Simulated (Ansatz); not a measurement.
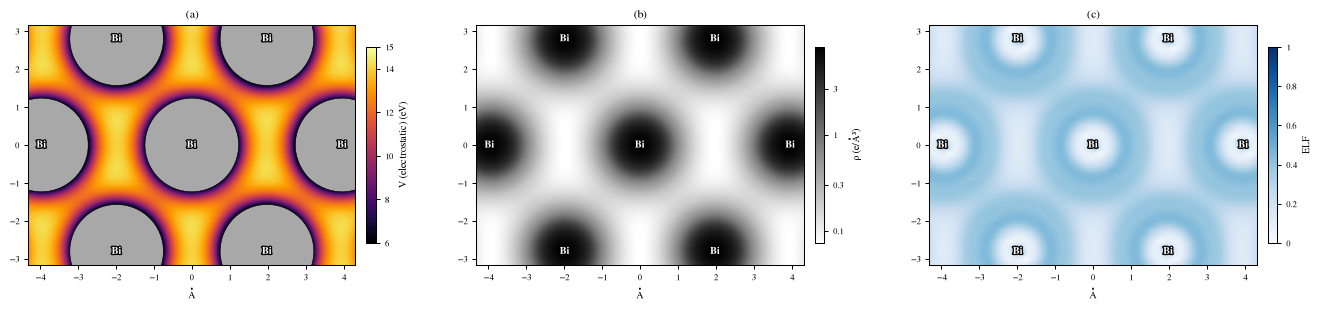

Figure. Bi. (a) electrostatic potential energy of an electron; (b) valence pseudo-density; (c) electron localisation function on the (101̄) plane of the conventional cell. Grey discs cover the atomic cores in the potential map.

Space group Im-3m; a structure from a database of computed crystals, not necessarily the ambient phase; computed pressure about −3 GPa in this cell.

All numbers below come from Kohn-Sham DFT of a periodic cell, PBEsol0, Ansatz PAW in Ansatz 0.2.0.

The calculation's input:

```
crystal:
  lattice:
    - [-1.9814305318, 1.9814305318, 1.9814305318]
    - [1.9814305318, -1.9814305318, 1.9814305318]
    - [1.9814305318, 1.9814305318, -1.9814305318]
  atoms:
    - { symbol: Bi, position: [0.0, 0.0, 0.0] }
hamiltonian:
  xc: { exchange: pbesol, correlation: pbesol, exx: { coeff: 0.25 } }
  pseudopotentials: { kind: paw }
kpoints:
  mp_grid: { grid: [5, 5, 5] }
scf:
  occupations: { method: fermi_dirac, width: 0.05 }
output:
  forces: true
  stress: true
  eigenvalues: true
  write_density: true
  write_potential: true
  elf: true
  volumetric_format: npy
```

Launched as:

```sh
ansatz run input.yaml --threads 2 --pin off --max-ram 5632MiB --backend cpu --events-out ev --progress --plain --runs-dir out
```

Below, planes, directions and counts refer to the conventional cell (a = 3.96 Å, b = 3.96 Å, c = 3.96 Å, α = 90.00°, β = 90.00°, γ = 90.00°).

What do the fields say about this system?

Answer.
- The section cuts through Bi sites.
- Bi–Bi (3.43 Å): the density is about 0.15 e/Å³ at the midpoint; the ELF is about 0.35 at the midpoint.
- Between the atoms the lowest density in this plane is 0.07 e/Å³.
- The features right at Bi lie inside the PAW spheres, where the map follows smoothed inner orbitals and isn't to be read closely.
- Outside the cores the potential energy rises away from the atoms and is highest about 2.1 Å from the nearest atoms; its zero is arbitrary.

Does the calculation give a band gap?

Answer. It is metallic or semimetallic at this level of theory: no gap opens.
